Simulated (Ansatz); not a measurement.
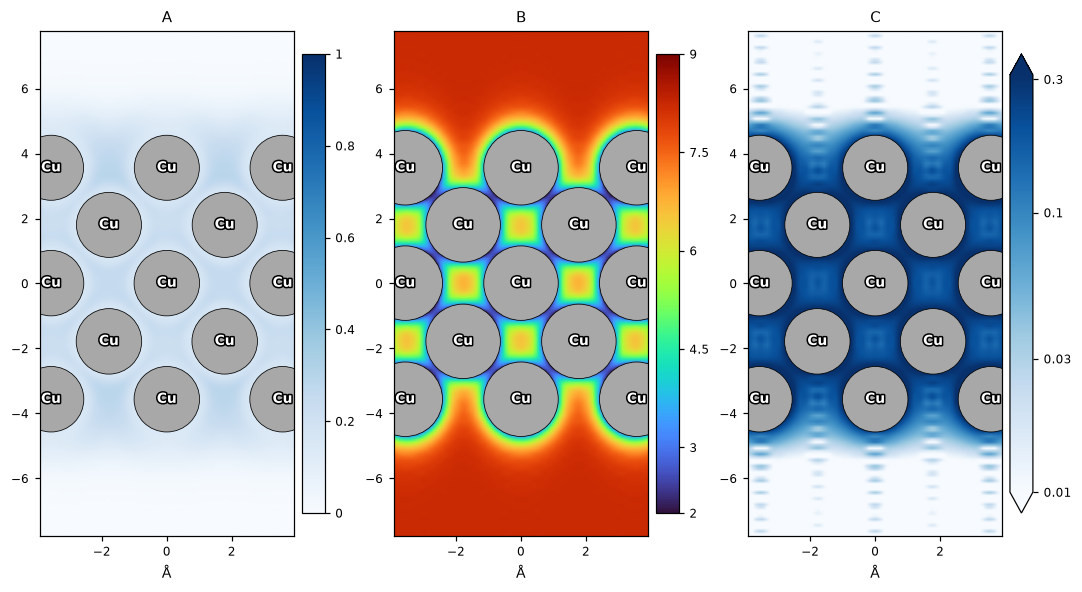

Cu (slab): 3 fields on the (100) plane of the calculation cell, a cut from vacuum to vacuum, with unlabelled colour scales. Grey discs cover the atomic cores.

Computed without spin polarisation.

Level of theory: DFT PBE+D3(BJ), scalar-relativistic, plane waves, PAW (Ansatz 0.2.0).

> The panels show electron localisation function, electrostatic potential energy of an electron and valence pseudo-density in some order. Assign them.

Panel A: electron localisation function. Panel B: electrostatic potential energy of an electron (low next to the atoms, rising into the space between them). Panel C: valence pseudo-density. From the grid: Cu–Cu (2.52 Å): ρ at the midpoint is about 0.28 e/Å³; the ELF is about 0.20 at the midpoint: no shared electron pair shows on this line.
